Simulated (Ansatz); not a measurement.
**ScAl3: density, localisation and related maps**

Input file:

```
crystal:
  lattice:
    - [0.0, -4.0712986162, 0.0]
    - [0.0, 0.0, -4.0712986162]
    - [12.2138958485, -0.3391391747, 0.3391391747]
  atoms:
    - { symbol: Sc, position: [-0.0208236117, 0.0208236117, 0.2499833333] }
    - { symbol: Sc, position: [-0.0485902783, 0.0485902783, 0.5833166667] }
    - { symbol: Sc, position: [-0.076356945, 0.076356945, 0.91665] }
    - { symbol: Al, position: [0.9930597217, 0.5069402783, 0.0833166667] }
    - { symbol: Al, position: [0.965293055, 0.534706945, 0.41665] }
    - { symbol: Al, position: [0.9375263883, 0.5624736117, 0.7499833333] }
    - { symbol: Al, position: [0.4791763883, 0.5208236117, 0.2499833333] }
    - { symbol: Al, position: [0.4514097217, 0.5485902783, 0.5833166667] }
    - { symbol: Al, position: [0.423643055, 0.576356945, 0.91665] }
    - { symbol: Al, position: [0.4930597217, 1.0069402783, 0.0833166667] }
    - { symbol: Al, position: [0.465293055, 1.034706945, 0.41665] }
    - { symbol: Al, position: [0.4375263883, 1.0624736117, 0.7499833333] }
basis:
  ecutwfc: 420
kpoints:
  mp_grid: { grid: [12, 12, 4] }
hamiltonian:
  xc: pbesol
scf:
  occupations: { method: gaussian, width: 0.15 }
output:
  forces: true
  stress: true
  eigenvalues: true
  write_density: true
  write_potential: true
  elf: true
  volumetric_format: npy
```

Launched as:

```sh
ansatz run input.yaml --threads 2 --pin off --max-ram 5120MiB --backend cpu --events-out ev --progress --plain --runs-dir out
```

Below, planes, directions and counts refer to the conventional cell (a = 5.76 Å, b = 5.76 Å, c = 12.22 Å, α = 90.00°, β = 92.25°, γ = 90.00°).

Space group Cm; a structure from a database of computed crystals, not necessarily the ambient phase; not relaxed (largest force 1.4 eV/Å).

All numbers below come from Ansatz 0.2.0, DFT PBEsol, scalar-relativistic, plane waves, PAW.

In a PAW calculation such maps are meaningful between the atoms, not at the nuclei.

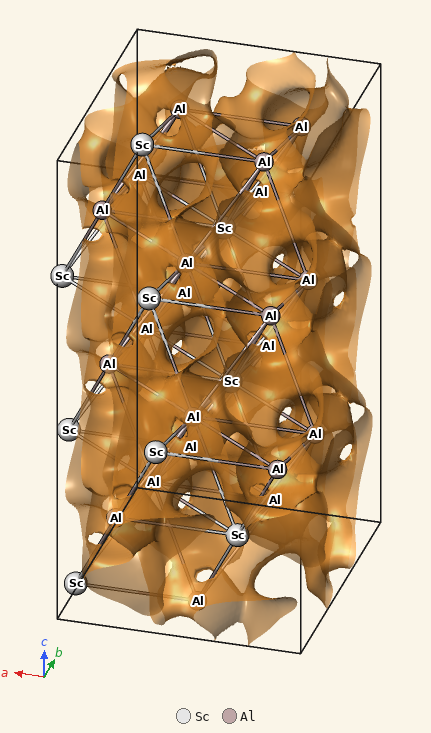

Figure 1. Isosurface of the ELF at 0.6 (orange), seen at an oblique angle. Core shells and regions of very low density are left out. Sticks mark near contacts.

Describe the localisation domains.

Answer. The ELF exceeds this value in one network that runs through the whole crystal, counted in one cell of 24 atoms. Regions shared between cells count once.


Al–Al (2.67 Å): the ELF peaks at about 0.80 between the atoms. Sc–Al (2.67 Å): the ELF peaks at about 0.65 in the valence shell of Al, 1.0 Å from its nucleus, and is about 0.30 at the midpoint.

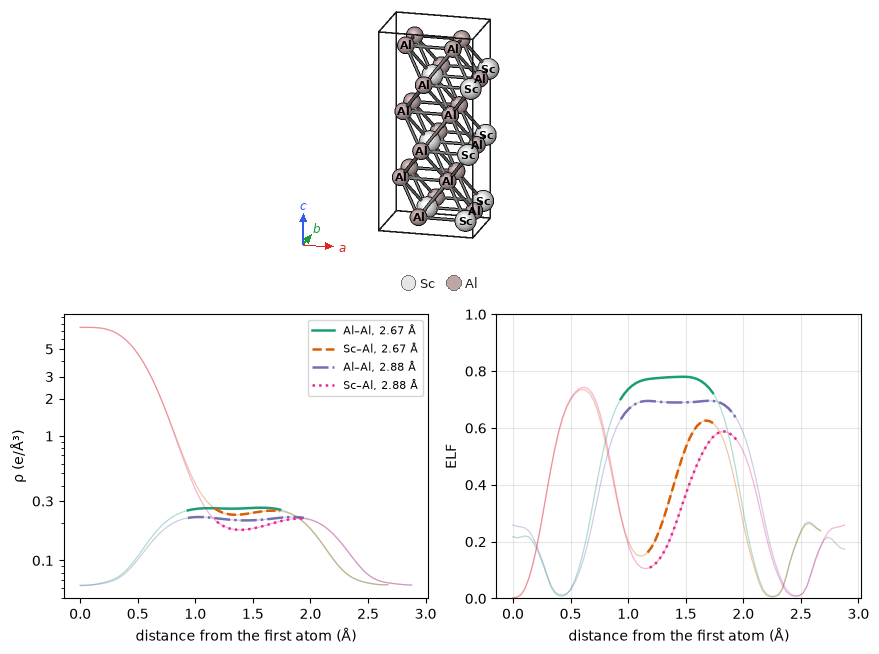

Figure 2. Valence charge density (pseudo) and ELF along straight lines between neighbouring atoms. Thin, pale parts lie inside the atomic spheres. The structure is drawn too.

Compare the contacts.

Answer. Al–Al (2.67 Å): the density is about 0.26 e/Å³ at the midpoint; the ELF peaks at about 0.80 between the atoms.
Sc–Al (2.67 Å): the density is about 0.23 e/Å³ at the midpoint; the ELF peaks at about 0.65 in the valence shell of Al, 1.0 Å from its nucleus, and is about 0.30 at the midpoint.
Al–Al (2.88 Å): ρ is about 0.21 e/Å³ halfway; the ELF peaks at about 0.70 between the atoms.
Sc–Al (2.88 Å): ρ at the midpoint is about 0.18 e/Å³; the ELF peaks at about 0.60 in the valence shell of Al, 1.0 Å from its nucleus, and is about 0.30 at the midpoint: no localised pair shows between them.

Metal or insulator at this level of theory?

Answer. It is metallic or semimetallic at this level of theory: no gap opens.
